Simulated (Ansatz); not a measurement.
System: H, space group P4/mmm (No. 123).

Structure:
```
CELL_PARAMETERS angstrom
2.64964 0.00000 0.00000
0.00000 2.64964 0.00000
0.00000 0.00000 0.98049
ATOMIC_POSITIONS crystal
H 0.00000 0.00000 0.50000
```

Computed with Ansatz 0.2.0: deformation of a crystal at fixed volume, lengths along the axis scaled against those across it, fractional coordinates fixed, by plane-wave density functional theory with PAW datasets, free energies less that of the undisturbed cell, pressure positive in compression; scalar-relativistic. Level: PBEsol, no spin polarisation.

wave cutoff 420 eV; k mesh 12×12×30; occupations Gaussian; smearing width 0.05 eV; k shift (0, 0, 0) (mesh steps); start as given; path tetragonal; axis direction (0, 0, 1) (Cartesian unit vector).

What does the calculation give for the energy change and pressure against relative axial ratio? The relative axial ratio takes the values 0.80, 0.85, 0.92, 0.96, 1.00, 1.05, 1.10, 1.20, 1.30.

The energy change is 189 meV/atom at relative axial ratio 0.80 and 156 meV/atom at 1.30; the lowest computed point is at relative axial ratio 1.00 (0 meV/atom). The pressure falls from 21.0 GPa at relative axial ratio 0.80 to −12.4 GPa at 1.30, and changes sign near 1.03.

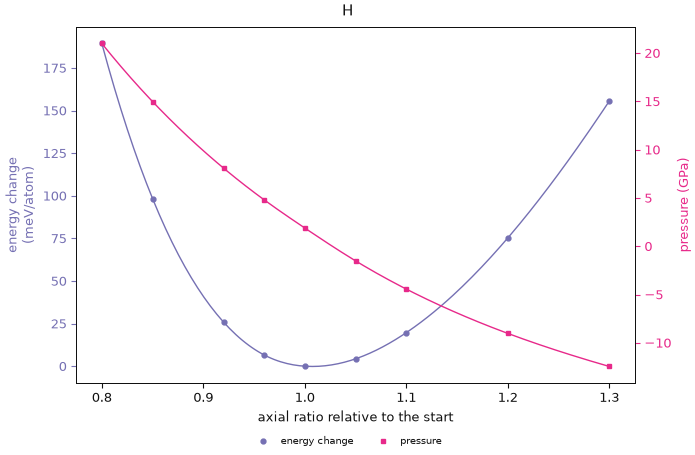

Limits of the calculation: bands overlap; reference crystal is not relaxed; shape and atomic fractions are frozen while scaling, which makes layered, chain and framework solids too stiff.
